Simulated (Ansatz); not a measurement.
# Geometry relaxation of Ti3H (part 2 of 2)

Continued. System: Ti3H (slab, 4 atoms in the cell). Method: DFT PBE, scalar-relativistic, plane waves, PAW, PAW set soft_1, no spin polarisation (Ansatz 0.2.0); cutoff 420 eV, 9×9×1 k-mesh, Gaussian smearing of 0.1 eV. The structure derives from an entry of the Crystallography Open Database. The input holds or restrains some coordinates. Forces given for the steps count only the free coordinates.

Geometry of the input (Å; fractional positions):
```
2.9075  0.0000  0.0000
-1.4538  2.5180  0.0000
0.0000  0.0000  19.9935
Ti 0.6667  0.3333  0.2001
Ti 0.3333  0.6667  0.3124
Ti 0.0000  0.0000  0.4248
H  0.0000  0.0000  0.5208
```

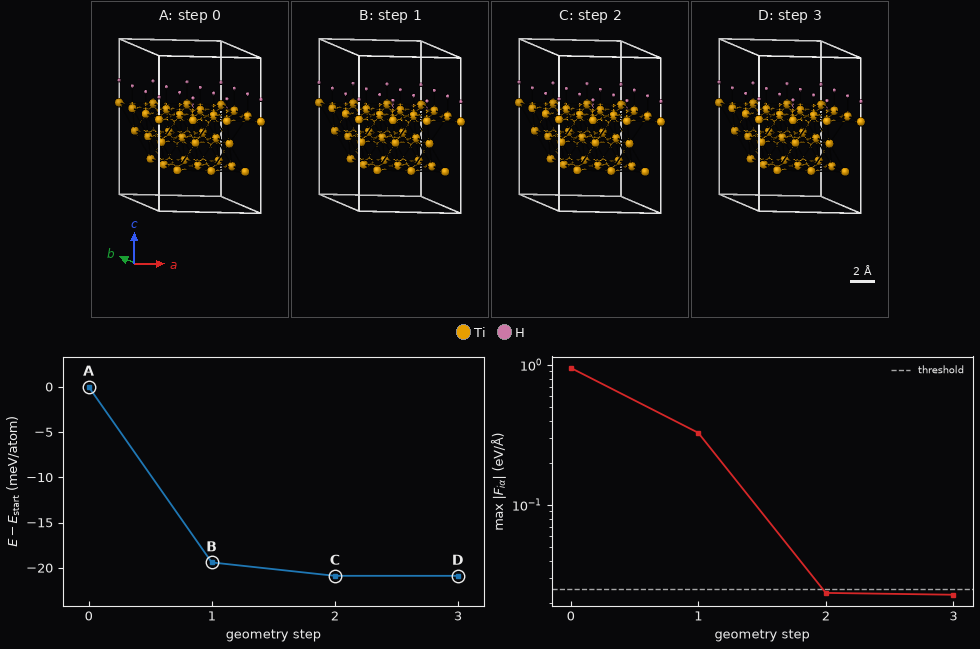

**Figure 1.** Frames of the restrained relaxation (ball-and-stick view of the 3 × 3 repeat of the cell, with the vacuum cut short, seen slightly off an axis) above the curves, on which the letters mark them (the first geometry is step 0 here and step 1 in the log).

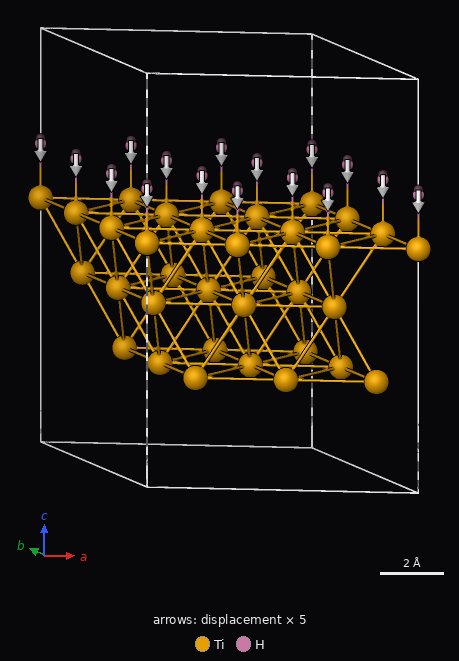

**Figure 2.** Start (faint) and end (solid) with the displacements as white arrows, magnified 5 times (ball-and-stick view of the 3 × 3 repeat of the cell, with the vacuum cut short, seen slightly off an axis). The largest move is that of H4, 0.16 Å. Ti stays in place. The lattice vectors keep their values. Among the contacts that change: Ti3–H4 1.920 → 1.759 Å. The energy falls by 20.9 meV per atom in 3 geometry steps. Largest force component: 0.95 eV/Å at the start, 0.023 eV/Å at the end. (Atoms are counted from 1 in the order of the input.)

```
WARN: The input density's exchange-correlation potential varies sharply where the density is thin. Do not read a vacuum level from v_tot or v_xc, or from such a field of the output density. On a cell that repeats whose density bears no net charge and no dipole along the vacuum's axis use v_es (v_loc + v_h of the components); under efield.dipole_correction with no amplitude use v_es + v_field, which holds any external_charges[].barrier, or the levels of the report's work_function block, which leave it out; under a non-zero efield.amplitude the vacuum is tilted and has no level; on a cell that repeats and bears such a dipole with no correction it is tilted too, and efield.dipole_correction with no amplitude gives each side of its ramp a level where efield: is served; in a cell that repeats whose density bears a net charge (total_charge, or a fill off its count) it is curved and has none; of a slab under crystal.periodic whose density bears no net charge use v_es, which has a level on each side, short of where the two are joined; of another it falls or rises all the way out and has none; of a slab beside external_charges read slab_vacuum_level instead, which it has where they leave it neutral. The grid or the basis barely resolves most such structure, and the values can differ between equally converged runs; as a rule a tighter scf.convergence.dr2_threshold does not remove it. Where the density itself ripples (under the LDA too) a higher basis.ecutwfc lessens it. The files hold the spikes' plane waves up to the density's cutoff. Files: v_tot and the like, and their columns of v_z.tsv (output.write_potential); v_xc and the like, and their columns of v_comp_z.tsv (output.write_potential_components); where files of the output density stand in their place, no point of their own thin density is over the threshold below, and this is of outcome.potential() and, of a run that writes arrays (npy), the arrays of these names. Measured: with its Gaussian average of σ = 0.25 Å subtracted twice, the exchange-correlation potential is over 0.1 eV at 1 of the grid points where the equally averaged density (valence and model cores) is under 1e-3 e/Å³, and 0.101 eV at the most among them, at an averaged density of 5.4e-8 e/Å³. See output.write_potential in the manual, Limitations
SCF converged after 4 iterations
Free energy (F): -7512.469964 eV
Harris-Foulkes:  -7512.469964 eV  (|F-HF|=9.74e-9)
Internal energy: -7512.434829 eV  (E = F + TS)
E sigma→0 (E₀):  -7512.452397 eV
Entropy (-TS):   -0.035135 eV (-8.784 meV/atom)
Fermi energy:    1.405396 eV
Dipole field:    D = -0.096457 V/Å  (p = -0.078027 e·Å, saw-weighted, corrected)
Work function:   Φ+ = 6.4245 eV   Φ− = 4.4960 eV
Levels:          The Fermi level and band energies are counted from a zero that moves with the ramp; work functions are not
--- Per-component energies (eV) ---
  E_band       = -904.389479
  E_kinetic    = 857.843548
  E_local      = -27190.048389  (includes V_loc(G=0)·N_el)
  E_nonlocal   = 183.215507
  E_hartree    = 13108.808829
  E_xc         = -355.913313
  E_vxc        = -445.849071  (∫ρ·V_xc dr)
  E_paw        = -3128.012254  (= ΣΔE_a)
  E_vpaw       = -524.129738  (= ΣTr[D̂ρ^β])
  E_aug_tail   = -0.001095  (compensation charges beyond the density's cutoff)
  E_efield     = 0.003763  (sawtooth field / dipole correction)
  E_vefield    = -3.032120  (∫n·V_field dr)
  E_ewald      = 9011.668574
  E_smearing   = -0.035135  (= −TS)
  E_closure    = -0.000000  (closes the sum)
  Σ components = -7512.469964   (vs F -7512.469964, Δ=0.00e0)
--- Forces (eV/Å), atoms counted from 1 ---
  atom   1  Ti     0.00000000     0.00000000     0.16253339
  atom   2  Ti    -0.00000000    -0.00000000    -0.85098121
  atom   3  Ti     0.00000000    -0.00000000     0.66555313
  atom   4  H     -0.00000000     0.00000000     0.02288216
  max |Σ_I F_I| component: 1.25e-5 eV/Å
--- Band table (eV; the first three rows and the last of 12) ---
  k-point 0: bands = ["-55.4308", "-55.4029", "-55.2225", "-31.9475", "-31.6854", "-31.4198", "-31.4198", "-31.3868", "-31.3868", "-31.3051", "-31.2101", "-31.2101", "-4.4116", "-3.1551", "-1.8806", "-1.2425", "1.2729", "2.0208", "2.0208", "2.0575", "2.1787", "2.1793", "2.1793"]
  k-point 1: bands = ["-55.4193", "-55.3931", "-55.2151", "-31.9265", "-31.6868", "-31.4858", "-31.4537", "-31.4354", "-31.4017", "-31.2977", "-31.2613", "-31.2217", "-4.0762", "-2.8546", "-1.6108", "-1.0211", "1.2118", "1.5241", "1.8545", "1.9661", "2.1144", "2.2316", "2.3339"]
  k-point 2: bands = ["-55.3902", "-55.3681", "-55.1967", "-31.8787", "-31.7112", "-31.6331", "-31.5993", "-31.4750", "-31.4386", "-31.3772", "-31.3042", "-31.2512", "-3.1710", "-2.0877", "-1.0031", "-0.4473", "0.7278", "1.0214", "1.4125", "1.6202", "1.9542", "2.4497", "2.5827"]
  k-point 11: bands = ["-55.3213", "-55.3042", "-55.1538", "-31.8542", "-31.8139", "-31.7818", "-31.7521", "-31.7203", "-31.6655", "-31.4632", "-31.4187", "-31.3798", "-0.3080", "-0.1568", "-0.0726", "-0.0096", "0.5780", "1.1745", "1.3485", "1.6070", "1.6114", "1.6356", "1.8199"]
--- Relaxed structure (4 steps of the walk, 4 accepted, 0 SCFs on fresh bases) ---
  F+E_penalty+E_count = -7512.46996417 eV   max|allowed force component| = 2.288e-2 eV/Å
  atoms:
    - { symbol: Ti, position: [0.6666666666666667, 0.33333333333333326, 0.2000647625] }
    - { symbol: Ti, position: [0.3333333333333333, 0.6666666666666666, 0.3124429306] }
    - { symbol: Ti, position: [0.0, 0.0, 0.4248138079] }
    - { symbol: H, position: [0.0, 0.0, 0.5128096678790788] }
```

**Trajectory as extended XYZ (Å, eV, eV/Å), 4 frames, from step=1 to step=4**
```
4
Lattice="2.9075 0.0000 0.0000 -1.4538 2.5180 0.0000 0.0000 0.0000 19.9935" Properties=species:S:1:pos:R:3:forces:R:3 step=1 energy=-7512.38643
Ti    1.4538    0.8393    4.0000    0.0000   0.0000   0.1451
Ti    0.0000    1.6787    6.2468    0.0000   0.0000  -0.7489
Ti    0.0000    0.0000    8.4935    0.0000   0.0000   1.5576
H     0.0000    0.0000   10.4135    0.0000   0.0000  -0.9536
4
Lattice="2.9075 0.0000 0.0000 -1.4538 2.5180 0.0000 0.0000 0.0000 19.9935" Properties=species:S:1:pos:R:3:forces:R:3 step=2 energy=-7512.46404
Ti    1.4538    0.8393    4.0000    0.0000   0.0000   0.1643
Ti    0.0000    1.6787    6.2468    0.0000   0.0000  -0.8741
Ti    0.0000    0.0000    8.4935    0.0000   0.0000   0.3800
H     0.0000    0.0000   10.2185    0.0000   0.0000   0.3279
4
Lattice="2.9075 0.0000 0.0000 -1.4538 2.5180 0.0000 0.0000 0.0000 19.9935" Properties=species:S:1:pos:R:3:forces:R:3 step=3 energy=-7512.46996
Ti    1.4538    0.8393    4.0000    0.0000   0.0000   0.1624
Ti    0.0000    1.6787    6.2468    0.0000   0.0000  -0.8502
Ti    0.0000    0.0000    8.4935    0.0000   0.0000   0.6633
H     0.0000    0.0000   10.2529    0.0000   0.0000   0.0236
4
Lattice="2.9075 0.0000 0.0000 -1.4538 2.5180 0.0000 0.0000 0.0000 19.9935" Properties=species:S:1:pos:R:3:forces:R:3 step=4 energy=-7512.46996
Ti    1.4538    0.8393    4.0000    0.0000   0.0000   0.1625
Ti    0.0000    1.6787    6.2468    0.0000   0.0000  -0.8510
Ti    0.0000    0.0000    8.4935    0.0000   0.0000   0.6656
H     0.0000    0.0000   10.2529    0.0000   0.0000   0.0229
```

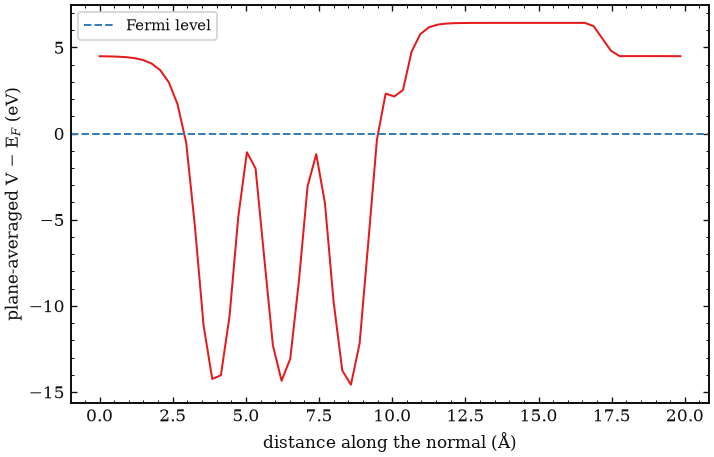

**Figure 3.** Plane average of the electrostatic potential energy of an electron across the cell, from the Fermi level. The vacuum level lies 6.42 eV above the Fermi level on the upper side and 4.50 eV on the lower.

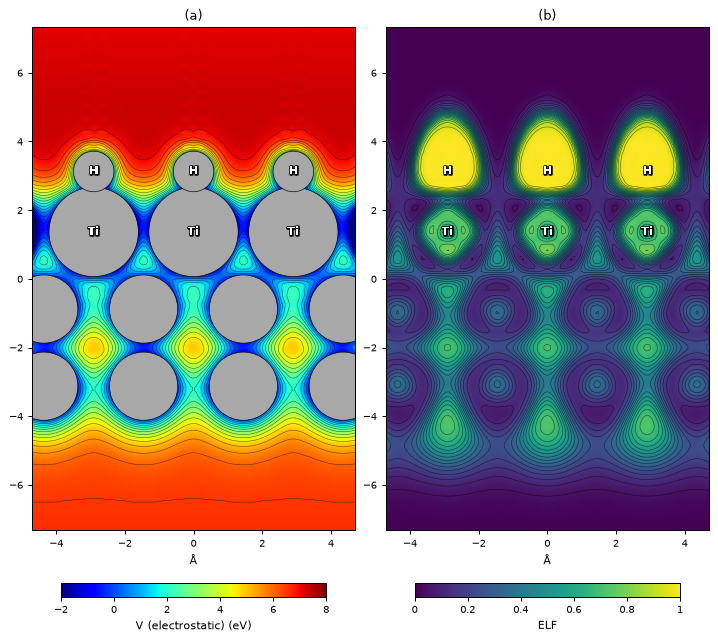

**Figure 4.** (a) electrostatic potential energy of an electron; (b) ELF on the (11̄0) plane of the calculation cell, a cut from vacuum to vacuum. Grey discs, where drawn, cover atomic cores. Ti–H (1.76 Å): the ELF climbs to about 1 towards the hydrogen, as it does in any bond to H. Ti–Ti (2.91 Å): the ELF is about 0.30 at the midpoint (no shared electron pair). The strong features right at Ti lie inside the PAW spheres (semicore, d or f shells) and say nothing about bonding. Core electrons are frozen (PAW), so the fields are smoothed inside the atomic spheres.

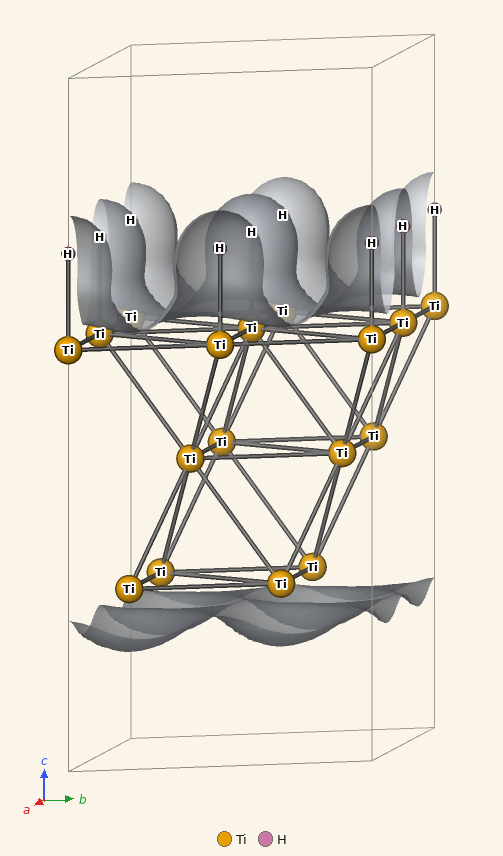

**Figure 5.** Isosurface of the valence charge density (pseudo) at 0.15 e/Å³ (grey), seen slightly off an axis. Sticks mark near contacts. At this value the density is joined into sheets; it holds about 95 % of the electrons treated as valence (semicore included). On the grid the lowest density along these lines, outside the cores, is 0.62 e/Å³ (Ti–H, 1.76 Å), 0.21 e/Å³ (Ti–Ti, 2.80 Å) and 0.2 e/Å³ (Ti–Ti, 2.91 Å).

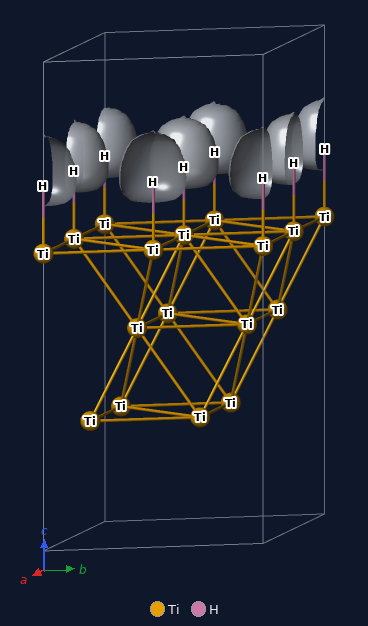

**Figure 6.** Isosurface of the electron localisation function at 0.85 (grey), seen slightly off an axis. Only the valence region is drawn (cores and ρ < 0.01 e/Å³ removed). Sticks mark near contacts. Profiles from the grid: Ti–H (1.76 Å): the ELF climbs to about 1 towards the hydrogen. Ti–Ti (2.80 Å): the ELF is about 0.20 at the midpoint; no shared electron pair.

**Summary**

| quantity | value |
| --- | --- |
| outcome | converged under the restraints of the input |
| electrons treated | 37 |
| free energy | −7512.4700 eV |
| work function, top face | 6.42 eV |
| work function, bottom face | 4.50 eV |
| Fermi energy | 1.405 eV |
| gap on the k-point mesh | none (metallic) |
| final volume | 146.38 Å³ |
| work function (upper face) | 6.42 eV |
| largest force (length of the vector) at the end, held atoms and coordinates included | 0.851 eV/Å |
| wall time | 23 s |
| peak memory | 0.34 GiB |

Notes on the run: the exchange-correlation potential is rough where the density is thin.
